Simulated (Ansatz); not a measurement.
Geometry relaxation, with input and output: C (part 1 of 2)

C (2 atoms in the cell), computed with DFT PBE+D3(BJ), scalar-relativistic, plane waves, PAW, PAW set soft_1, no spin polarisation (Ansatz 0.2.0).

The structure derives from an entry of the Crystallography Open Database. Figures and captions count atoms from 1; the log counts them from 0 in places.

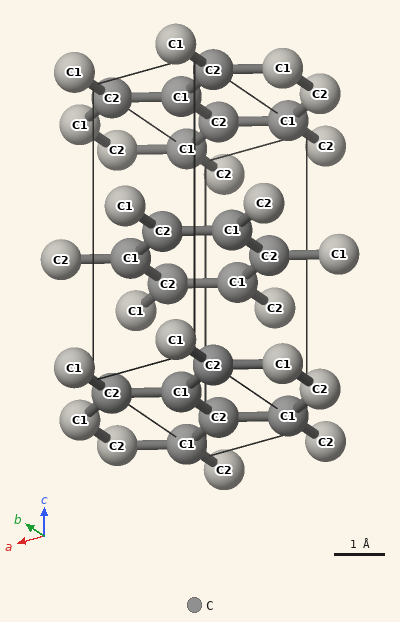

*The starting structure (ball-and-stick view of the cell 4 times as large as that of the calculation, set on its symmetry axes, seen at an oblique angle; neighbours outside the cell are drawn fainter; atoms are numbered from 1 in the order of the input). An atom can appear more than once, as a periodic image.*

## The input
```yaml
crystal:
  lattice:
    - [0.0, 2.127, 3.348]
    - [1.228, 0.0, 3.348]
    - [1.228, 2.127, 0.0]
  atoms:
    - { symbol: C, position: [0.16667, 0.83333, 0.16667] }
    - { symbol: C, position: [0.83333, 0.16667, 0.83333] }
basis:
  ecutwfc: 420
kpoints:
  mp_grid: { grid: [14, 14, 14] }
hamiltonian:
  xc: pbe
  pseudopotentials: { kind: paw, azcp: { folder: soft_1 } }
  dispersion: d3bj
scf:
  occupations: { method: gaussian, width: 0.02 }
output:
  forces: true
  stress: true
  eigenvalues: true
  write_density: true
  write_potential: true
  elf: true
  volumetric_format: npy
relax:
  adjacent_minimum: "off"
  f_tol: 0.005
  max_steps: 80
  cell: { stress_tol: 0.05 }
```

Command:
```bash
ansatz run input.yaml --threads 2 --pin off --max-ram 6144MiB --backend cpu --events-out ev --progress --plain --runs-dir out
```

## What the program printed
```
Engine: ansatz 0.2.0, aarch64-unknown-linux-gnu
Pseudopotentials: kind: paw
Pseudopotential: C, paw, valence charge 4, recommended cutoff 420 eV (normal), [file]
Functional definition: PBE
  parameter kappa = 0.804
  parameter beta = 0.06672455060314922
  exchange = pbe_x(kappa = kappa, mu = beta*pi^2/3)
  correlation = pbe_c(beta = beta)
Crystal: 2 atoms, lattice volume = 17.490 Å³
Basis set: ecut = 420 eV, 333 PW (Γ), exchange–correlation on 54×48×36 points (8 copies of the dense FFT grid, shifted against one another)
Bands: 8, of which v1, the nominal top of the filled ones, is band 4 counted from 1 (3 counted from 0)
Symmetry: 8 space group operations
Space group: Fmmm (ITA 69), of the structure as read, at distance tolerance 2.6e-5 Å
k-points: 428 of 2744
Non-local potential: C, projectors of the file, l = 0: 2, l = 1: 2, l = 2: 1
PAW form: soft (Blöchl's): semilocal exchange-correlation on the pseudo side does not see the compensation charge
PAW one-centre angular grid: C, 110 points (default); XC on 64 Gauss nodes
Initial density: superposition of atomic densities (chi_scale 0.1, normalization cell)
Initial wavefunctions: pseudopotential atomic-orbital guess
Functional: x = pbe(κ = 0.804, μ = 0.2195149727645171), c = pbe(β = 0.06672455060314922)
SCF iter   1: F=—  HF=-503.272988 eV  |F-HF|=—  |Δ(HF+E_count)|=         —  Δρ=1.30e-1  dr2=2.59e0  ethr=3.10e-3  ⟨swp⟩=4.8  Hψ=23291  notcnv=0
preconditioner: auto → none  [insulator: Δε(μ)=0.512 eV  Ē_g=19.317 eV  σ=0.020 eV  W_gap=1.00  n_scr=2 (ndim 8)  ℏωp=25.1 eV  f_vac=0.000  D(μ)=0.00/eV (n_scr^D=0)  ε∞_Penn≈2.7]
SCF iter   2: F=—  HF=-502.327379 eV  |F-HF|=—  |Δ(HF+E_count)|=   9.46e-1  Δρ=5.51e-2  dr2=4.39e-1  ethr=3.10e-3  ⟨swp⟩=2.5  Hψ=10089  notcnv=0
SCF iter   3: F=—  HF=-502.164434 eV  |F-HF|=—  |Δ(HF+E_count)|=   1.63e-1  Δρ=4.33e-3  dr2=1.23e-3  ethr=3.10e-3  ⟨swp⟩=2.6  Hψ=8147  notcnv=0
SCF iter   4: F=—  HF=-502.165582 eV  |F-HF|=—  |Δ(HF+E_count)|=   1.15e-3  Δρ=3.07e-4  dr2=2.52e-5  ethr=1.53e-5  ⟨swp⟩=2.4  Hψ=8542  notcnv=0
SCF iter   5: F=—  HF=-502.165596 eV  |F-HF|=—  |Δ(HF+E_count)|=   1.36e-5  Δρ=7.01e-5  dr2=5.74e-7  ethr=3.15e-7  ⟨swp⟩=2.7  Hψ=5125  notcnv=0
SCF iter   6: F=-502.165597 eV  HF=-502.165597 eV  |F-HF|=4.51e-10  |Δ(HF+E_count)|=   7.92e-7  Δρ=2.12e-6  dr2=3.25e-10  ethr=1.25e-9  ⟨swp⟩=9.6  Hψ=24378  notcnv=0
SCF 1 converged in 6 iterations: F = -502.165597 eV  dr2 = 3.25e-10
  greatest PAW one-centre occupation: 0.675 electrons in one spin orbital (limit 2), on the C atom at site 1 (counted from 0), in its partial waves of l = 0
relax step   1: F+E_penalty+E_count = -502.16559658 eV  Δ(F+E_penalty+E_count) = +0.000e0 eV  max|allowed force component| = 3.105e-2 eV/Å  Δτ_max = 0.0000 Å  P = +3.374 GPa  Ω = 17.490 Å³  (6 SCF iters, dr2 threshold 1.00e-7 eV, accepted)
Crystal: 2 atoms, lattice volume = 17.739 Å³
Initial density: handed on by an earlier stage of this run
Initial wavefunctions: those handed on with the density
iter 1 solved again at ethr=2.15e-5 eV; its pass at ethr=3.10e-3 eV (dr2=1.72e-3 eV) is discarded
SCF iter   1: F=—  HF=-502.167773 eV  |F-HF|=—  |Δ(HF+E_count)|=         —  Δρ=2.57e-3  dr2=1.60e-3  ethr=2.15e-5  ⟨swp⟩=1.0  Hψ=30974  notcnv=0
preconditioner: auto → none  [insulator: Δε(μ)=0.385 eV  Ē_g=18.399 eV  σ=0.020 eV  W_gap=1.00  n_scr=2 (ndim 8)  ℏωp=24.9 eV  f_vac=0.010  D(μ)=0.00/eV (n_scr^D=0)  ε∞_Penn≈2.8]
SCF iter   2: F=—  HF=-502.167222 eV  |F-HF|=—  |Δ(HF+E_count)|=   5.50e-4  Δρ=1.03e-3  dr2=2.73e-4  ethr=2.00e-5  ⟨swp⟩=3.0  Hψ=6301  notcnv=0
SCF iter   3: F=—  HF=-502.167128 eV  |F-HF|=—  |Δ(HF+E_count)|=   9.45e-5  Δρ=1.09e-4  dr2=1.29e-6  ethr=3.41e-6  ⟨swp⟩=2.8  Hψ=5268  notcnv=0
SCF iter   4: F=—  HF=-502.167134 eV  |F-HF|=—  |Δ(HF+E_count)|=   6.72e-6  Δρ=8.70e-6  dr2=8.88e-9  ethr=1.62e-8  ⟨swp⟩=2.8  Hψ=5219  notcnv=0
iter 5 did not close the SCF: its close was put off for the readings that it lacked (scf_convergence_deferred on its scf_iter line)
SCF iter   5: F=-502.167134 eV  HF=-502.167134 eV  |F-HF|=1.93e-10  |Δ(HF+E_count)|=   2.08e-9  Δρ=1.40e-6  dr2=1.81e-10  ethr=1.11e-10  ⟨swp⟩=2.4  Hψ=4676  notcnv=0
SCF iter   6: F=-502.167134 eV  HF=-502.167134 eV  |F-HF|=1.71e-12  |Δ(HF+E_count)|=  2.37e-10  Δρ=1.07e-7  dr2=1.06e-12  ethr=2.26e-12  ⟨swp⟩=4.6  Hψ=15294  notcnv=0
SCF 2 converged in 6 iterations: F = -502.167134 eV  dr2 = 1.06e-12
  greatest PAW one-centre occupation: 0.674 electrons in one spin orbital (limit 2), on the C atom at site 1 (counted from 0), in its partial waves of l = 0
relax step   2: F+E_penalty+E_count = -502.16713445 eV  Δ(F+E_penalty+E_count) = -1.538e-3 eV  max|allowed force component| = 1.442e-2 eV/Å  Δτ_max = 0.0002 Å  P = +0.924 GPa  Ω = 17.739 Å³  energy of the carried Pulay correction = -5.193e-4 eV  (6 SCF iters, dr2 threshold 2.00e-7 eV, accepted)
Crystal: 2 atoms, lattice volume = 17.827 Å³
iter 1 solved again at ethr=2.74e-6 eV; its pass at ethr=3.10e-3 eV (dr2=2.19e-4 eV) is discarded
SCF iter   1: F=—  HF=-502.167203 eV  |F-HF|=—  |Δ(HF+E_count)|=         —  Δρ=9.26e-4  dr2=2.05e-4  ethr=2.74e-6  ⟨swp⟩=1.0  Hψ=29510  notcnv=0
preconditioner: auto → none  [insulator: Δε(μ)=0.399 eV  Ē_g=18.374 eV  σ=0.020 eV  W_gap=1.00  n_scr=2 (ndim 8)  ℏωp=24.9 eV  f_vac=0.008  D(μ)=0.00/eV (n_scr^D=0)  ε∞_Penn≈2.8]
SCF iter   2: F=—  HF=-502.167131 eV  |F-HF|=—  |Δ(HF+E_count)|=   7.21e-5  Δρ=3.71e-4  dr2=3.50e-5  ethr=2.57e-6  ⟨swp⟩=1.9  Hψ=4606  notcnv=0
SCF iter   3: F=—  HF=-502.167123 eV  |F-HF|=—  |Δ(HF+E_count)|=   7.50e-6  Δρ=3.85e-5  dr2=1.57e-7  ethr=4.38e-7  ⟨swp⟩=2.8  Hψ=5195  notcnv=0
iter 4 did not close the SCF: its close was put off for the readings that it lacked (scf_convergence_deferred on its scf_iter line)
SCF iter   4: F=-502.167123 eV  HF=-502.167123 eV  |F-HF|=1.80e-10  |Δ(HF+E_count)|=   1.62e-7  Δρ=2.61e-6  dr2=7.88e-10  ethr=1.96e-9  ⟨swp⟩=2.8  Hψ=5179  notcnv=0
iter 5 did not close the SCF: its close was put off for the readings that it lacked (scf_convergence_deferred on its scf_iter line)
SCF iter   5: F=-502.167123 eV  HF=-502.167123 eV  |F-HF|=1.81e-11  |Δ(HF+E_count)|=  2.22e-10  Δρ=3.51e-7  dr2=1.12e-11  ethr=9.85e-12  ⟨swp⟩=2.7  Hψ=5020  notcnv=0
SCF iter   6: F=-502.167123 eV  HF=-502.167123 eV  |F-HF|=5.68e-14  |Δ(HF+E_count)|=  2.15e-11  Δρ=2.98e-8  dr2=7.57e-14  ethr=1.00e-12  ⟨swp⟩=4.4  Hψ=13983  notcnv=0
SCF 3 converged in 6 iterations: F = -502.167123 eV  dr2 = 7.57e-14
  greatest PAW one-centre occupation: 0.673 electrons in one spin orbital (limit 2), on the C atom at site 1 (counted from 0), in its partial waves of l = 0
relax step   3: F+E_penalty+E_count = -502.16712332 eV  Δ(F+E_penalty+E_count) = +1.113e-5 eV  max|allowed force component| = 3.520e-3 eV/Å  Δτ_max = 0.0001 Å  P = +0.017 GPa  Ω = 17.827 Å³  energy of the carried Pulay correction = -7.020e-4 eV  (6 SCF iters, dr2 threshold 2.00e-7 eV, accepted)
Basis set: ecut = 420 eV, 333 PW (Γ), exchange–correlation on 54×50×36 points (8 copies of the dense FFT grid, shifted against one another)
Initial wavefunctions: pseudopotential atomic-orbital guess (no wavefunctions were taken with the density)
iter 1 solved again at ethr=6.62e-8 eV; its pass at ethr=3.10e-3 eV (dr2=5.30e-6 eV) is discarded
SCF iter   1: F=—  HF=-502.167957 eV  |F-HF|=—  |Δ(HF+E_count)|=         —  Δρ=8.41e-5  dr2=1.52e-7  ethr=6.62e-8  ⟨swp⟩=3.5  Hψ=33454  notcnv=0
preconditioner: auto → none  [insulator: Δε(μ)=0.400 eV  Ē_g=18.381 eV  σ=0.020 eV  W_gap=1.00  n_scr=2 (ndim 8)  ℏωp=24.9 eV  f_vac=0.006  D(μ)=0.00/eV (n_scr^D=0)  ε∞_Penn≈2.8]
SCF iter   2: F=—  HF=-502.167962 eV  |F-HF|=—  |Δ(HF+E_count)|=   4.80e-6  Δρ=4.25e-5  dr2=3.56e-8  ethr=1.90e-9  ⟨swp⟩=2.8  Hψ=5210  notcnv=0
SCF iter   3: F=—  HF=-502.167963 eV  |F-HF|=—  |Δ(HF+E_count)|=   3.88e-7  Δρ=2.02e-6  dr2=1.12e-10  ethr=4.45e-10  ⟨swp⟩=2.0  Hψ=5130  notcnv=0
iter 4 did not close the SCF: its close was put off for the readings that it lacked (scf_convergence_deferred on its scf_iter line)
SCF iter   4: F=-502.167963 eV  HF=-502.167963 eV  |F-HF|=4.66e-12  |Δ(HF+E_count)|=  8.20e-10  Δρ=1.54e-7  dr2=2.09e-12  ethr=1.39e-12  ⟨swp⟩=2.2  Hψ=5169  notcnv=0
iter 5 did not close the SCF: its close was put off for the readings that it lacked (scf_convergence_deferred on its scf_iter line)
SCF iter   5: F=-502.167963 eV  HF=-502.167963 eV  |F-HF|=1.14e-13  |Δ(HF+E_count)|=  4.77e-12  Δρ=7.82e-9  dr2=1.84e-14  ethr=1.00e-12  ⟨swp⟩=1.0  Hψ=3424  notcnv=0
iter 6 did not close the SCF: its close was put off for the readings that it lacked (scf_convergence_deferred on its scf_iter line)
SCF iter   6: F=-502.167963 eV  HF=-502.167963 eV  |F-HF|=0.00e0  |Δ(HF+E_count)|=  1.14e-13  Δρ=1.66e-9  dr2=1.93e-16  ethr=1.00e-12  ⟨swp⟩=1.0  Hψ=3424  notcnv=0
iter 7 did not close the SCF: its close was put off for the readings that it lacked (scf_convergence_deferred on its scf_iter line)
SCF iter   7: F=-502.167963 eV  HF=-502.167963 eV  |F-HF|=1.14e-13  |Δ(HF+E_count)|=  1.14e-13  Δρ=6.58e-10  dr2=4.75e-17  ethr=1.00e-12  ⟨swp⟩=1.0  Hψ=3424  notcnv=0
SCF iter   8: F=-502.167963 eV  HF=-502.167963 eV  |F-HF|=1.14e-13  |Δ(HF+E_count)|=    0.00e0  Δρ=1.40e-10  dr2=2.31e-18  ethr=1.00e-12  ⟨swp⟩=2.4  Hψ=9918  notcnv=0
SCF 4 converged in 8 iterations: F = -502.167963 eV  dr2 = 2.31e-18
relax step   4: F+E_penalty+E_count = -502.16796250 eV  Δ(F+E_penalty+E_count) = -8.392e-4 eV  max|allowed force component| = 3.493e-3 eV/Å  Δτ_max = 0.0000 Å  P = +0.094 GPa  Ω = 17.827 Å³  stress off target by 1.57e-1 GPa  SCF on the basis re-selected at this cell (its energy is not comparable with the rows above)  (8 SCF iters)
basis re-selected at this cell: Δ(F+E_penalty+E_count) = -8.392e-4 eV, ΔP = +0.077 GPa vs the last step (what re-selecting the basis moved, of the pressure what is left beyond the Pulay correction that the steps carried, after the strain that the cell walked since its last selection, with what the two solves' SCF thresholds leave and, on support functions, any second-order correction that the steps lacked; it is no measure of the basis error at this ecutwfc). The dense FFT grid was sized anew with the basis: this SCF ran on 27×25×18 points, the steps before it on 27×24×18, so part of this shift can come from that change (see relax.cell in the input reference). This SCF's stress stands 1.57e-1 GPa from its target on what of the cell is left free (relax.cell.stress_tol is 5.00e-2 GPa) and its largest allowed force component is 3.49e-3 eV/Å (relax.f_tol is 5.00e-3 eV/Å): not within both, so this SCF does not close the relaxation
Crystal: 2 atoms, lattice volume = 17.883 Å³
iter 1 solved again at ethr=6.53e-7 eV; its pass at ethr=3.10e-3 eV (dr2=5.22e-5 eV) is discarded
SCF iter   1: F=—  HF=-502.167878 eV  |F-HF|=—  |Δ(HF+E_count)|=         —  Δρ=4.07e-4  dr2=4.23e-5  ethr=6.53e-7  ⟨swp⟩=2.2  Hψ=31226  notcnv=0
preconditioner: auto → none  [insulator: Δε(μ)=0.413 eV  Ē_g=18.367 eV  σ=0.020 eV  W_gap=1.00  n_scr=2 (ndim 8)  ℏωp=24.8 eV  f_vac=0.009  D(μ)=0.00/eV (n_scr^D=0)  ε∞_Penn≈2.8]
SCF iter   2: F=—  HF=-502.167870 eV  |F-HF|=—  |Δ(HF+E_count)|=   8.79e-6  Δρ=1.80e-4  dr2=8.17e-6  ethr=5.29e-7  ⟨swp⟩=2.0  Hψ=4604  notcnv=0
iter 3 did not close the SCF: its close was put off for the readings that it lacked (scf_convergence_deferred on its scf_iter line)
SCF iter   3: F=-502.167868 eV  HF=-502.167868 eV  |F-HF|=3.95e-8  |Δ(HF+E_count)|=   1.83e-6  Δρ=2.08e-5  dr2=4.28e-8  ethr=1.02e-7  ⟨swp⟩=2.8  Hψ=5159  notcnv=0
iter 4 did not close the SCF: its close was put off for the readings that it lacked (scf_convergence_deferred on its scf_iter line)
SCF iter   4: F=-502.167868 eV  HF=-502.167868 eV  |F-HF|=1.48e-10  |Δ(HF+E_count)|=   4.11e-8  Δρ=8.84e-7  dr2=5.66e-11  ethr=5.35e-10  ⟨swp⟩=2.7  Hψ=4830  notcnv=0
iter 5 did not close the SCF: its close was put off for the readings that it lacked (scf_convergence_deferred on its scf_iter line)
SCF iter   5: F=-502.167868 eV  HF=-502.167868 eV  |F-HF|=6.03e-12  |Δ(HF+E_count)|=  2.01e-10  Δρ=1.85e-7  dr2=2.41e-12  ethr=1.00e-12  ⟨swp⟩=2.4  Hψ=5205  notcnv=0
SCF iter   6: F=-502.167868 eV  HF=-502.167868 eV  |F-HF|=5.68e-14  |Δ(HF+E_count)|=  7.05e-12  Δρ=2.19e-8  dr2=6.20e-14  ethr=1.00e-12  ⟨swp⟩=4.3  Hψ=13386  notcnv=0
SCF 5 converged in 6 iterations: F = -502.167868 eV  dr2 = 6.20e-14
relax step   5: F+E_penalty+E_count = -502.16786788 eV  Δ(F+E_penalty+E_count) = +9.462e-5 eV  max|allowed force component| = 2.984e-4 eV/Å  Δτ_max = 0.0000 Å  P = -0.006 GPa  Ω = 17.883 Å³  energy of the carried Pulay correction = -1.277e-4 eV  (6 SCF iters, accepted)
iter 1 solved again at ethr=6.99e-8 eV; its pass at ethr=3.10e-3 eV (dr2=5.59e-6 eV) is discarded
SCF iter   1: F=—  HF=-502.167995 eV  |F-HF|=—  |Δ(HF+E_count)|=         —  Δρ=1.57e-5  dr2=5.12e-9  ethr=6.99e-8  ⟨swp⟩=3.4  Hψ=33396  notcnv=0
preconditioner: auto → none  [insulator: Δε(μ)=0.413 eV  Ē_g=18.370 eV  σ=0.020 eV  W_gap=1.00  n_scr=2 (ndim 8)  ℏωp=24.8 eV  f_vac=0.008  D(μ)=0.00/eV (n_scr^D=0)  ε∞_Penn≈2.8]
SCF iter   2: F=—  HF=-502.167999 eV  |F-HF|=—  |Δ(HF+E_count)|=   3.43e-6  Δρ=7.86e-6  dr2=1.14e-9  ethr=6.40e-11  ⟨swp⟩=2.5  Hψ=5391  notcnv=0
iter 3 did not close the SCF: its close was put off for the readings that it lacked (scf_convergence_deferred on its scf_iter line)
SCF iter   3: F=-502.167999 eV  HF=-502.167999 eV  |F-HF|=9.76e-11  |Δ(HF+E_count)|=   2.72e-8  Δρ=5.44e-7  dr2=7.16e-12  ethr=1.43e-11  ⟨swp⟩=2.1  Hψ=5104  notcnv=0
iter 4 did not close the SCF: its close was put off for the readings that it lacked (scf_convergence_deferred on its scf_iter line)
SCF iter   4: F=-502.167999 eV  HF=-502.167999 eV  |F-HF|=6.25e-13  |Δ(HF+E_count)|=  9.92e-11  Δρ=4.84e-8  dr2=1.95e-13  ethr=1.00e-12  ⟨swp⟩=1.7  Hψ=3751  notcnv=0
iter 5 did not close the SCF: its close was put off for the readings that it lacked (scf_convergence_deferred on its scf_iter line)
SCF iter   5: F=-502.167999 eV  HF=-502.167999 eV  |F-HF|=0.00e0  |Δ(HF+E_count)|=  5.68e-13  Δρ=4.47e-9  dr2=1.94e-15  ethr=1.00e-12  ⟨swp⟩=1.0  Hψ=3424  notcnv=0
iter 6 did not close the SCF: its close was put off for the readings that it lacked (scf_convergence_deferred on its scf_iter line)
SCF iter   6: F=-502.167999 eV  HF=-502.167999 eV  |F-HF|=5.68e-14  |Δ(HF+E_count)|=  2.84e-13  Δρ=9.08e-10  dr2=5.01e-17  ethr=1.00e-12  ⟨swp⟩=1.0  Hψ=3424  notcnv=0
SCF iter   7: F=-502.167999 eV  HF=-502.167999 eV  |F-HF|=2.27e-13  |Δ(HF+E_count)|=  2.84e-13  Δρ=3.00e-10  dr2=9.74e-18  ethr=1.00e-12  ⟨swp⟩=2.3  Hψ=10065  notcnv=0
SCF 6 converged in 7 iterations: F = -502.167999 eV  dr2 = 9.74e-18
relax step   6: F+E_penalty+E_count = -502.16799871 eV  Δ(F+E_penalty+E_count) = -1.308e-4 eV  max|allowed force component| = 3.014e-4 eV/Å  Δτ_max = 0.0000 Å  P = -0.000 GPa  Ω = 17.883 Å³  stress off target by 5.57e-2 GPa  SCF on the basis re-selected at this cell (its energy is not comparable with the rows above)  (7 SCF iters)
basis re-selected at this cell: Δ(F+E_penalty+E_count) = -1.308e-4 eV, ΔP = +0.006 GPa vs the last step (what re-selecting the basis moved, of the pressure what is left beyond the Pulay correction that the steps carried, after the strain that the cell walked since its last selection, with what the two solves' SCF thresholds leave and, on support functions, any second-order correction that the steps lacked; it is no measure of the basis error at this ecutwfc). This SCF's stress stands 5.57e-2 GPa from its target on what of the cell is left free (relax.cell.stress_tol is 5.00e-2 GPa) and its largest allowed force component is 3.01e-4 eV/Å (relax.f_tol is 5.00e-3 eV/Å): not within both, so this SCF does not close the relaxation
Crystal: 2 atoms, lattice volume = 17.905 Å³
iter 1 solved again at ethr=9.51e-8 eV; its pass at ethr=3.10e-3 eV (dr2=7.61e-6 eV) is discarded
```
